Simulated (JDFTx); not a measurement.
**WC: geometry relaxation (part 2 of 2)**

The same run, continued: WC (P-6m2, 2 atoms in the cell); Kohn-Sham DFT of a periodic cell, PBE, SG15-PBE-1.2, no spin polarisation (JDFTx 1.7.0 (patched build)); cutoff 1360.57 eV, 8×8×7 k-mesh, fermi-dirac of 0.05 eV. The structure derives from an entry of the Crystallography Open Database.

Geometry of the input (Å; fractional positions):
```
2.9065  0.0000  0.0000
-1.4532  2.5171  0.0000
0.0000  0.0000  2.8366
W  0.0000  0.0000  0.0000
C  0.6667  0.3333  0.5000
```

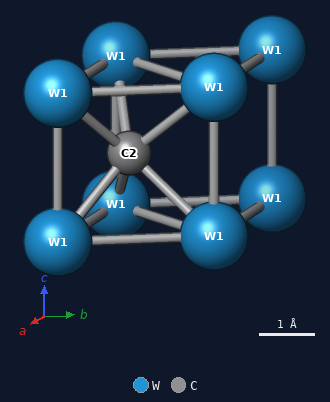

Figure 1. The geometry at step 3 of the log (ball-and-stick view of the cell of the calculation, seen slightly off an axis; atoms are numbered from 1 in the order of the input).

Output, continued:
```
-------- Electronic minimization -----------
Will mix electronic density at each iteration.
	FillingsUpdate:  mu: +1.119360744  nElectrons: 32.000000
	FillingsUpdate:  mu: +1.102211357  nElectrons: 32.000000
SCF: Cycle:  0   F: -277.690262359517135   dF: +3.025e-04   |Residual|: 8.195e-02   |deigs|: 2.772e-04
	FillingsUpdate:  mu: +1.106647981  nElectrons: 32.000000
SCF: Cycle:  1   F: -277.695565831475164   dF: -5.303e-03   |Residual|: 2.685e-02   |deigs|: 1.697e-02
	FillingsUpdate:  mu: +1.106993075  nElectrons: 32.000000
SCF: Cycle:  2   F: -277.696158150552378   dF: -5.923e-04   |Residual|: 7.528e-03   |deigs|: 1.625e-03
	FillingsUpdate:  mu: +1.107228408  nElectrons: 32.000000
SCF: Cycle:  3   F: -277.696209229415388   dF: -5.108e-05   |Residual|: 9.237e-04   |deigs|: 1.399e-03
	FillingsUpdate:  mu: +1.107120633  nElectrons: 32.000000
SCF: Cycle:  4   F: -277.696209941817870   dF: -7.124e-07   |Residual|: 3.188e-04   |deigs|: 2.420e-04
	FillingsUpdate:  mu: +1.107132346  nElectrons: 32.000000
SCF: Cycle:  5   F: -277.696210017610099   dF: -7.579e-08   |Residual|: 1.438e-04   |deigs|: 3.612e-05
	FillingsUpdate:  mu: +1.107138510  nElectrons: 32.000000
SCF: Cycle:  6   F: -277.696210029751626   dF: -1.214e-08   |Residual|: 3.775e-05   |deigs|: 1.629e-05
	FillingsUpdate:  mu: +1.107141882  nElectrons: 32.000000
SCF: Cycle:  7   F: -277.696210032144847   dF: -2.393e-09   |Residual|: 2.552e-05   |deigs|: 9.314e-06
	FillingsUpdate:  mu: +1.107140481  nElectrons: 32.000000
SCF: Cycle:  8   F: -277.696210032960835   dF: -8.160e-10   |Residual|: 4.993e-06   |deigs|: 4.734e-06
	FillingsUpdate:  mu: +1.107140483  nElectrons: 32.000000
SCF: Cycle:  9   F: -277.696210033100215   dF: -1.394e-10   |Residual|: 3.101e-06   |deigs|: 3.612e-07
SCF: Converged (|Delta E|<1.000000e-09 for 2 iters).

Setting wave functions to eigenvectors of Hamiltonian
# Lattice vectors:
R =
[      5.51788     -2.75894            0  ]
[            0      4.77862            0  ]
[            0            0      5.37824  ]
unit cell volume = 141.813

# Strain tensor in Cartesian coordinates:
[   0.00462252            0            0  ]
[            0   0.00462252            0  ]
[            0            0   0.00332931  ]

# Stress tensor in Cartesian coordinates [Eh/a0^3]:
[ -1.89312e-05            0            0  ]
[            0 -1.89312e-05            0  ]
[            0            0  1.77386e-05  ]

# Ionic positions in cartesian coordinates:
ion W   0.000000000150693  -0.000000000050231   0.000000000025083 1
ion C   2.758939064949856   1.592874211680786   2.689121775952386 1

# Forces in Cartesian coordinates:
force W   0.000000000000000   0.000000000000000   0.000000000000000 1
force C   0.000000000000000  -0.000000000000000   0.000000000000000 1

# Energy components:
   Eewald =     -234.5198523977933860
       EH =       55.2288805408083974
     Eloc =     -132.8100877735173242
      Enl =      -47.9830306617446780
      Exc =      -23.0468656172732906
       KE =      105.4348150977690892
-------------------------------------
     Etot =     -277.6961408117511496
       TS =        0.0000692213490510
-------------------------------------
        F =     -277.6962100331002148

LatticeMinimize: Iter:   2  F: -277.696210033100215  |grad|_K:  8.770e-04  alpha:  1.000e+00  linmin: -4.989e-01

-------- Electronic minimization -----------
Will mix electronic density at each iteration.
	FillingsUpdate:  mu: +1.107140483  nElectrons: 32.000000
	FillingsUpdate:  mu: +1.106721759  nElectrons: 32.000000
SCF: Cycle:  0   F: -277.696186996728784   dF: -1.232e-04   |Residual|: 6.607e-03   |deigs|: 6.299e-06
	FillingsUpdate:  mu: +1.106702837  nElectrons: 32.000000
SCF: Cycle:  1   F: -277.696208793242988   dF: -2.180e-05   |Residual|: 2.600e-03   |deigs|: 8.060e-04
	FillingsUpdate:  mu: +1.106664129  nElectrons: 32.000000
SCF: Cycle:  2   F: -277.696212286492937   dF: -3.493e-06   |Residual|: 6.037e-04   |deigs|: 2.103e-04
	FillingsUpdate:  mu: +1.106655660  nElectrons: 32.000000
SCF: Cycle:  3   F: -277.696212578216659   dF: -2.917e-07   |Residual|: 2.884e-04   |deigs|: 5.765e-05
	FillingsUpdate:  mu: +1.106641183  nElectrons: 32.000000
SCF: Cycle:  4   F: -277.696212596774274   dF: -1.856e-08   |Residual|: 3.487e-05   |deigs|: 4.430e-05
	FillingsUpdate:  mu: +1.106641904  nElectrons: 32.000000
SCF: Cycle:  5   F: -277.696212598770444   dF: -1.996e-09   |Residual|: 1.303e-05   |deigs|: 4.357e-06
	FillingsUpdate:  mu: +1.106643533  nElectrons: 32.000000
SCF: Cycle:  6   F: -277.696212599063756   dF: -2.933e-10   |Residual|: 4.205e-06   |deigs|: 2.824e-06
	FillingsUpdate:  mu: +1.106643797  nElectrons: 32.000000
SCF: Cycle:  7   F: -277.696212599119065   dF: -5.531e-11   |Residual|: 2.811e-06   |deigs|: 1.935e-07
SCF: Converged (|Delta E|<1.000000e-09 for 2 iters).

Setting wave functions to eigenvectors of Hamiltonian
# Lattice vectors:
R =
[       5.5205     -2.76025            0  ]
[            0      4.78089            0  ]
[            0            0      5.37572  ]
unit cell volume = 141.881

# Strain tensor in Cartesian coordinates:
[   0.00509922            0            0  ]
[            0   0.00509922            0  ]
[            0            0   0.00285943  ]

# Stress tensor in Cartesian coordinates [Eh/a0^3]:
[  -6.8065e-06            0            0  ]
[            0  -6.8065e-06            0  ]
[            0            0  7.46712e-06  ]

# Ionic positions in cartesian coordinates:
ion W   0.000000000150765  -0.000000000050255   0.000000000025071 1
ion C   2.760248188938185   1.593630034767773   2.687862404883096 1

# Forces in Cartesian coordinates:
force W   0.000000000000000   0.000000000000000   0.000000000000000 1
force C  -0.000000000000000  -0.000000000000000  -0.000000000000000 1

# Energy components:
   Eewald =     -234.4833404012372000
       EH =       55.2467127838011933
     Eloc =     -132.8636062452642648
      Enl =      -47.9832155273629581
      Exc =      -23.0464139973338504
       KE =      105.4337208871873486
-------------------------------------
     Etot =     -277.6961425002097599
       TS =        0.0000700989092871
-------------------------------------
        F =     -277.6962125991190646

LatticeMinimize: Iter:   3  F: -277.696212599119065  |grad|_K:  3.328e-04  alpha:  1.000e+00  linmin: -9.987e-01

-------- Electronic minimization -----------
Will mix electronic density at each iteration.
	FillingsUpdate:  mu: +1.106643797  nElectrons: 32.000000
	FillingsUpdate:  mu: +1.106517189  nElectrons: 32.000000
SCF: Cycle:  0   F: -277.696205345746534   dF: -4.342e-05   |Residual|: 3.629e-03   |deigs|: 2.164e-06
	FillingsUpdate:  mu: +1.106479340  nElectrons: 32.000000
SCF: Cycle:  1   F: -277.696211885536911   dF: -6.540e-06   |Residual|: 1.457e-03   |deigs|: 3.726e-04
	FillingsUpdate:  mu: +1.106446711  nElectrons: 32.000000
SCF: Cycle:  2   F: -277.696212962044399   dF: -1.077e-06   |Residual|: 3.133e-04   |deigs|: 1.277e-04
	FillingsUpdate:  mu: +1.106442884  nElectrons: 32.000000
SCF: Cycle:  3   F: -277.696213021970664   dF: -5.993e-08   |Residual|: 1.609e-04   |deigs|: 2.084e-05
	FillingsUpdate:  mu: +1.106436780  nElectrons: 32.000000
SCF: Cycle:  4   F: -277.696213026904729   dF: -4.934e-09   |Residual|: 1.297e-05   |deigs|: 1.984e-05
	FillingsUpdate:  mu: +1.106437528  nElectrons: 32.000000
SCF: Cycle:  5   F: -277.696213027587021   dF: -6.823e-10   |Residual|: 5.630e-06   |deigs|: 2.545e-06
	FillingsUpdate:  mu: +1.106438191  nElectrons: 32.000000
SCF: Cycle:  6   F: -277.696213027690419   dF: -1.034e-10   |Residual|: 1.777e-06   |deigs|: 6.087e-07
SCF: Converged (|Delta E|<1.000000e-09 for 2 iters).

Setting wave functions to eigenvectors of Hamiltonian
# Lattice vectors:
R =
[      5.52193     -2.76096            0  ]
[            0      4.78213            0  ]
[            0            0      5.37409  ]
unit cell volume = 141.911

# Strain tensor in Cartesian coordinates:
[   0.00535948            0            0  ]
[            0   0.00535948            0  ]
[            0            0   0.00255381  ]

# Stress tensor in Cartesian coordinates [Eh/a0^3]:
[ -1.81628e-07            0            0  ]
[            0 -1.81628e-07            0  ]
[            0            0  5.07109e-07  ]

# Ionic positions in cartesian coordinates:
ion W   0.000000000150804  -0.000000000050268   0.000000000025064 1
ion C   2.760962919587305   1.594042684700399   2.687043282658762 1

# Forces in Cartesian coordinates:
force W  -0.000000000000000  -0.000000000000000  -0.000000000000000 1
force C   0.000000000000000   0.000000000000000   0.000000000000000 1

# Energy components:
   Eewald =     -234.4672652168731872
       EH =       55.2545794487563953
     Eloc =     -132.8872459982981695
      Enl =      -47.9832886671159997
      Exc =      -23.0462406278696363
       KE =      105.4333186575849197
-------------------------------------
     Etot =     -277.6961424038156565
       TS =        0.0000706238747801
-------------------------------------
        F =     -277.6962130276904190

LatticeMinimize: Iter:   4  F: -277.696213027690419  |grad|_K:  1.553e-05  alpha:  1.000e+00  linmin: -9.180e-01

-------- Electronic minimization -----------
Will mix electronic density at each iteration.
	FillingsUpdate:  mu: +1.106438191  nElectrons: 32.000000
	FillingsUpdate:  mu: +1.106459437  nElectrons: 32.000000
SCF: Cycle:  0   F: -277.696213009579537   dF: -9.065e-08   |Residual|: 1.540e-04   |deigs|: 5.039e-09
	FillingsUpdate:  mu: +1.106453093  nElectrons: 32.000000
SCF: Cycle:  1   F: -277.696213026359260   dF: -1.678e-08   |Residual|: 6.799e-05   |deigs|: 1.349e-05
	FillingsUpdate:  mu: +1.106449086  nElectrons: 32.000000
SCF: Cycle:  2   F: -277.696213028644138   dF: -2.285e-09   |Residual|: 1.676e-05   |deigs|: 5.341e-06
	FillingsUpdate:  mu: +1.106448686  nElectrons: 32.000000
SCF: Cycle:  3   F: -277.696213028779027   dF: -1.349e-10   |Residual|: 8.615e-06   |deigs|: 1.335e-06
	FillingsUpdate:  mu: +1.106448786  nElectrons: 32.000000
SCF: Cycle:  4   F: -277.696213028794261   dF: -1.523e-11   |Residual|: 9.537e-07   |deigs|: 4.626e-07
SCF: Converged (|Delta E|<1.000000e-09 for 2 iters).

Setting wave functions to eigenvectors of Hamiltonian
# Lattice vectors:
R =
[      5.52196     -2.76098            0  ]
[            0      4.78216            0  ]
[            0            0      5.37398  ]
unit cell volume = 141.91

# Strain tensor in Cartesian coordinates:
[   0.00536628            0            0  ]
[            0   0.00536628            0  ]
[            0            0     0.002534  ]

# Stress tensor in Cartesian coordinates [Eh/a0^3]:
[ -1.46159e-07            0            0  ]
[            0 -1.46159e-07            0  ]
[            0            0 -5.59198e-08  ]

# Ionic positions in cartesian coordinates:
ion W   0.000000000150805  -0.000000000050268   0.000000000025063 1
ion C   2.760981601397417   1.594053470648495   2.686990191520481 1

# Forces in Cartesian coordinates:
force W   0.000000000000000  -0.000000000000000  -0.000000000000000 1
force C   0.000000000000000  -0.000000000000000   0.000000000000000 1

# Energy components:
   Eewald =     -234.4677779304173271
       EH =       55.2542937693223166
     Eloc =     -132.8864660296307534
      Enl =      -47.9832811484769479
      Exc =      -23.0462508773351225
       KE =      105.4333398330019520
-------------------------------------
     Etot =     -277.6961423835358573
       TS =        0.0000706452583818
-------------------------------------
        F =     -277.6962130287942614

LatticeMinimize: Iter:   5  F: -277.696213028794261  |grad|_K:  5.852e-06  alpha:  1.000e+00  linmin: -1.857e-01
LatticeMinimize: Converged (|Delta F|<1.000000e-06 for 2 iters).

Dumping 'run.eigStats' ...
	eMin: -1.619235 at state 0 ( [ +0.000000 +0.000000 +0.000000 ] spin 0 )
	HOMO: +1.104994 at state 0 ( [ +0.000000 +0.000000 +0.000000 ] spin 0 )
	mu  : +1.106449
	LUMO: +1.107286 at state 1 ( [ +0.000000 +0.000000 +0.142857 ] spin 0 )
	eMax: +1.805097 at state 2 ( [ +0.000000 +0.000000 +0.285714 ] spin 0 )
	HOMO-LUMO gap: +0.002293
	Optical gap  : +0.040367 at state 6 ( [ +0.000000 +0.125000 +0.285714 ] spin 0 )
Done!
```

Trajectory as extended XYZ (Å, eV, eV/Å), 6 frames, from step=0 to step=5:
```
2
Lattice="2.9065 0.0000 0.0000 -1.4532 2.5171 0.0000 0.0000 0.0000 2.8366" Properties=species:S:1:pos:R:3:forces:R:3 step=0 energy=-7556.49442
W     0.0000    0.0000    0.0000    0.0000   0.0000   0.0000
C     1.4532    0.8390    1.4183    0.0000   0.0000   0.0000
2
Lattice="2.9093 0.0000 0.0000 -1.4547 2.5196 0.0000 0.0000 0.0000 2.8387" Properties=species:S:1:pos:R:3:forces:R:3 step=1 energy=-7556.49603
W     0.0000    0.0000    0.0000    0.0000   0.0000   0.0000
C     1.4547    0.8398    1.4194    0.0000   0.0000   0.0000
2
Lattice="2.9199 0.0000 0.0000 -1.4600 2.5287 0.0000 0.0000 0.0000 2.8460" Properties=species:S:1:pos:R:3:forces:R:3 step=2 energy=-7556.49883
W     0.0000    0.0000    0.0000    0.0000   0.0000   0.0000
C     1.4600    0.8429    1.4230    0.0000   0.0000   0.0000
2
Lattice="2.9213 0.0000 0.0000 -1.4607 2.5299 0.0000 0.0000 0.0000 2.8447" Properties=species:S:1:pos:R:3:forces:R:3 step=3 energy=-7556.49890
W     0.0000    0.0000    0.0000    0.0000   0.0000   0.0000
C     1.4607    0.8433    1.4224    0.0000   0.0000   0.0000
2
Lattice="2.9221 0.0000 0.0000 -1.4610 2.5306 0.0000 0.0000 0.0000 2.8438" Properties=species:S:1:pos:R:3:forces:R:3 step=4 energy=-7556.49891
W     0.0000    0.0000    0.0000    0.0000   0.0000   0.0000
C     1.4610    0.8435    1.4219    0.0000   0.0000   0.0000
2
Lattice="2.9221 0.0000 0.0000 -1.4610 2.5306 0.0000 0.0000 0.0000 2.8438" Properties=species:S:1:pos:R:3:forces:R:3 step=5 energy=-7556.49891
W     0.0000    0.0000    0.0000    0.0000   0.0000   0.0000
C     1.4610    0.8435    1.4219    0.0000   0.0000   0.0000
```

Results in brief:

| quantity | value |
| --- | --- |
| outcome | converged |
| space group (tolerance 0.01 Å) | P-6m2 (187) |
| electrons treated | 32 |
| free energy | −7556.4989 eV |
| Fermi energy | 30.108 eV |
| gap on the k-point mesh | none (metallic) |
| pressure | 0.00 GPa |
| final volume | 21.03 Å³ |
| largest force (length of the vector) at the end | under 0.001 eV/Å |
| final cell | a = 2.922 Å, b = 2.922 Å, c = 2.844 Å, α = 90.00°, β = 90.00°, γ = 120.00° |
| hardware | 1 thread of Arm Neoverse V1, 24 GiB of memory available, shared host |
| wall time | 5.3 min |
| peak memory | 0.14 GiB |

Spin–orbit coupling is left out, which matters for W.
